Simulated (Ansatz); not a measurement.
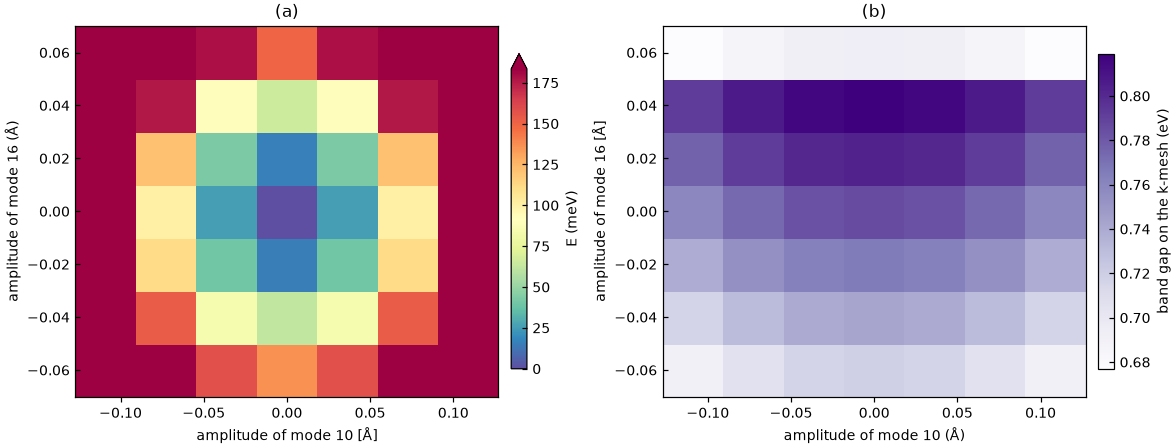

MoS2 (P6_3/mmc, No. 194; 6 atoms in the cell). The energy is mapped over two normal modes frozen in (zone-centre modes of the 6-atom cell of this scan). Coordinates scanned: (1) amplitude of mode 10 (284 cm⁻¹), largest displacement; (2) amplitude of mode 16 (411 cm⁻¹), largest displacement. Nothing is relaxed (the cell and all other modes fixed). The scan uses a 7 × 7 grid; 28 points were computed and 21 follow by symmetry. Points are written as (first, second). Energies are in meV per cell, from the lowest grid point. These are results of DFT PBE+D3(BJ), scalar-relativistic, plane waves, PAW (Ansatz), not measurements. Settings: cutoff 420 eV, k-mesh 12×12×4 in the order of the run's cell vectors, gaussian smearing 0.05 eV, no spin polarisation.

Panel (a) is the energy and panel (b) the computed band gap on the k-mesh on the same grid.

In the figure: one coloured cell a grid point, one colour for all values above the top of the scale.

Question: How does the band gap on the k-mesh vary over the map, and what is it at the lowest grid point?

Answer: It runs from 0.68 eV at (−0.109 Å, 0.06 Å) to 0.82 eV at (0.000 Å, 0.04 Å). At the lowest grid point, (0.000 Å, 0.00 Å), it is 0.79 eV.

PAW datasets: the set soft_1.
